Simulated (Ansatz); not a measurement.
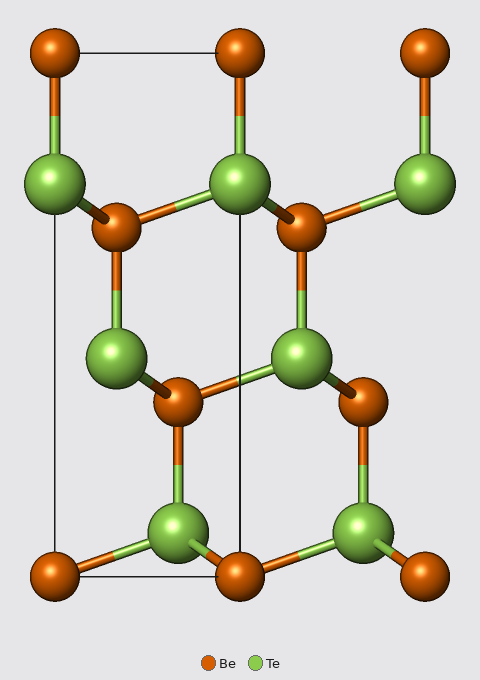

Projection along an edge of the hexagonal mesh, stacking direction [111] upwards. Every atom sits on one of the three columns of the mesh; call them A, B, C in the order in which they first turn up. The box is the hexagonal cell of the face-centred cubic lattice. The sequence starts with the first layer at or above the cell's origin.

System BeTe; source of the atomic positions: a calculation's input that goes back to an entry of the Crystallography Open Database (an earlier step may have relaxed or displaced it).

**Read off the stacking sequence over one period.**

Be(A) – Te(B) – Be(B) – Te(C) – Be(C) – Te(A) (six layers in 9.80 Å).

**How are the Te layers alone stacked?**

Te layers alone: BCA, the cubic close-packed type.

**Which positions between or in the Te layers do the other atoms fill?**

Be: three tetrahedral sites, counted in one hexagonal cell.

**What short polytype symbol fits?**

Polytype symbol 3C, the symbol of a tetrahedral polytype (number of double layers in the repeat and lattice).
